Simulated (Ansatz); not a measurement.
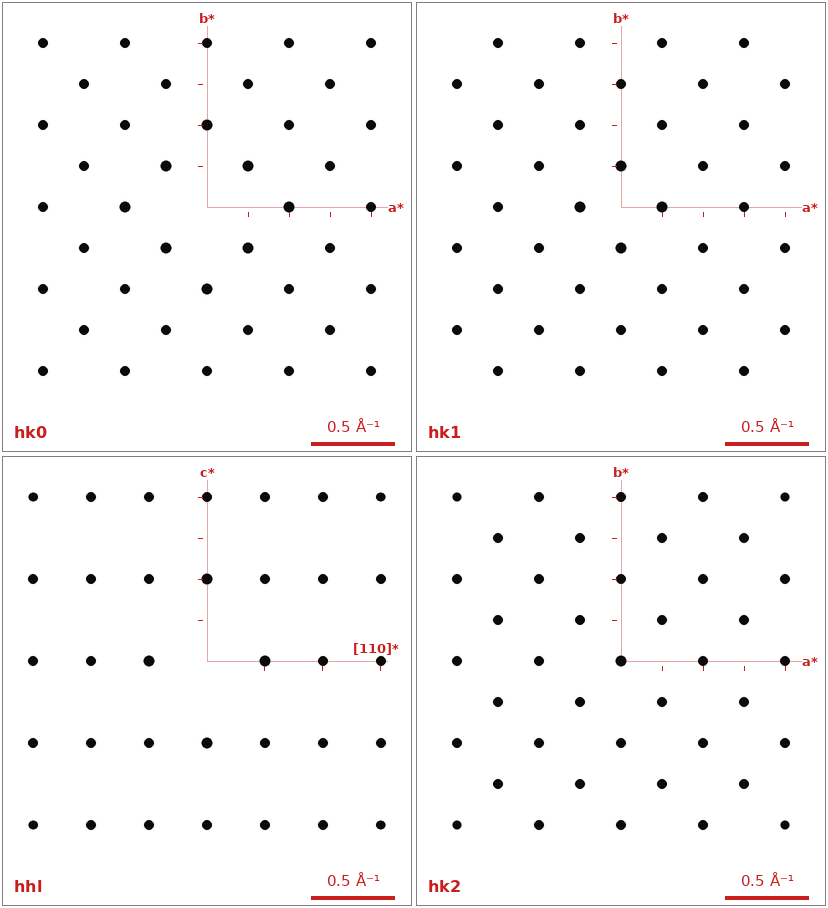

Simulated precession-type sections (neutrons; kinematic intensities, B = 0.5 Å²). The ticks mark integer indices of the conventional cell.

Read the reciprocal cell and give the direct cell.

Answer. a* = 0.249, b* = 0.249, c* = 0.249 Å⁻¹; the cell is cubic with a = 4.01 Å.

List the systematic absences.

Answer. Reflections are present only under these conditions. hkl: h + k + l = 2n; hk0: h + k = 2n; hhl: l = 2n; h00: h = 2n. The lattice is body-centred (I).

Which space groups fit?

Answer. The intensities have Laue symmetry m-3m (the hk0 layer shows 4mm, hk1 shows 4mm). With these conditions the candidates are I432 (No. 211), I-43m (No. 217), Im-3m (No. 229). Diffraction geometry alone does not choose among them; the structure has Im-3m. The compound is Pb. Structure: the input geometry of an electronic-structure calculation (not necessarily at equilibrium); the starting structure was generated, so it need not be a known form of this composition.
